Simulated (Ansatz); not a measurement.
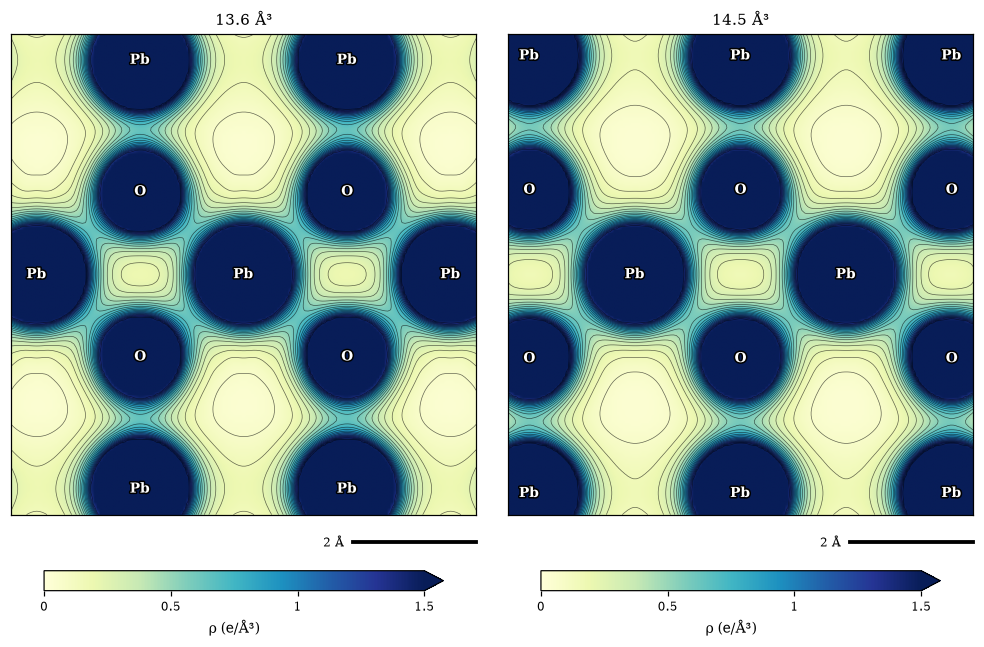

PbO$_{2}$. The valence pseudo-density of cells scaled evenly to different volumes (given per atom above each panel), on the (110) plane of each (indices in the axes of the cell below), at one length scale and on one colour scale.

A structure from a database of computed crystals, not necessarily the ambient phase.

Level of theory: Kohn-Sham DFT of a periodic cell, PBEsol, Ansatz PAW (Ansatz).

Core electrons are frozen (PAW), and the valence fields are smoothed inside the atomic spheres.

The largest cell:

```
Pb O
1.0
     5.02804    0.00000    0.00000
     0.00000    5.02804    0.00000
     0.00000    0.00000    3.43158
Pb O
2 4
Direct
  0.50000 0.50000 0.50000
  0.00000 0.00000 0.00000
  0.69257 0.69257 0.00000
  0.80743 0.19257 0.50000
  0.19257 0.80743 0.50000
  0.30743 0.30743 0.00000
```

| volume (Å³/atom) | Pb–O contact in the plane (Å) | ρ at its midpoint (e/Å³) | pressure (GPa) | 
| --- | --- | --- | --- |
| 13.61 | 2.142 | 0.659 | 6.6 | 
| 14.18 | 2.172 | ? | ? | 
| 14.46 | 2.186 | 0.605 | −2.4 | 

### Estimate the missing row, and compare with the calculation.

Over the known rows ln ρ falls by 1.94 per Å of Pb–O distance (the line through the two), which gives 0.622 e/Å³ at 2.172 Å; the calculation gives 0.622 e/Å³. For the pressure, a straight line in volume between the neighbouring rows gives 0.6 GPa; the calculation gives 0.2, lower because pressure rises ever faster on compression.
